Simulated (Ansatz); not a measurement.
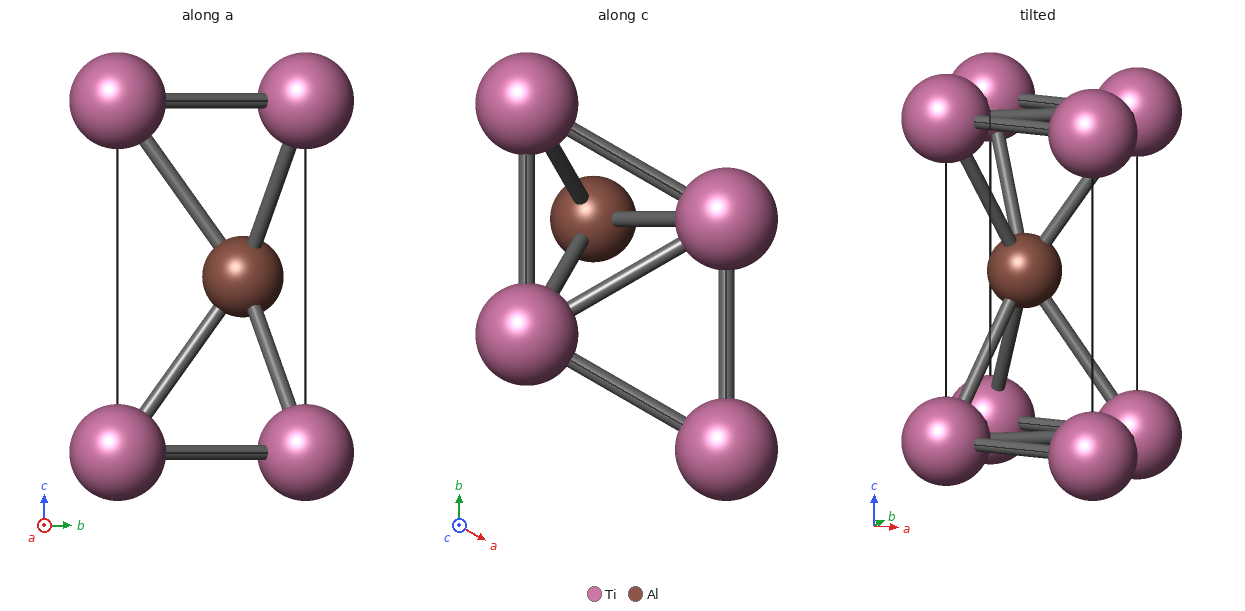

Ball-and-stick representation of a periodic structure, projected along the a axis, along the c axis and slightly off an axis. The conventional unit cell is drawn as a box. Cell: a = 2.848 Å, b = 2.848 Å, c = 4.620 Å, α = 90.00°, β = 90.00°, γ = 120.00°.

Notes on the structure:

This is TiAl. It takes space group P-6m2 (No. 187) on a primitive hexagonal lattice. The cell has 2 atoms, namely 1 Ti, 1 Al. Ti is linked to six Ti and six Al in an anticuboctahedral arrangement (about 2.8 Å to Ti, 2.8 Å to Al). Al is coordinated by six Ti and six Al in an anticuboctahedral arrangement (about 2.8 Å to Ti, 2.8 Å to Al). The bonds build a three-dimensional framework.

Starting structure: a structure listed in the Materials Project. It is drawn as it came out of a relaxation with DFT PBEsol, scalar-relativistic, plane waves, PAW in Ansatz.
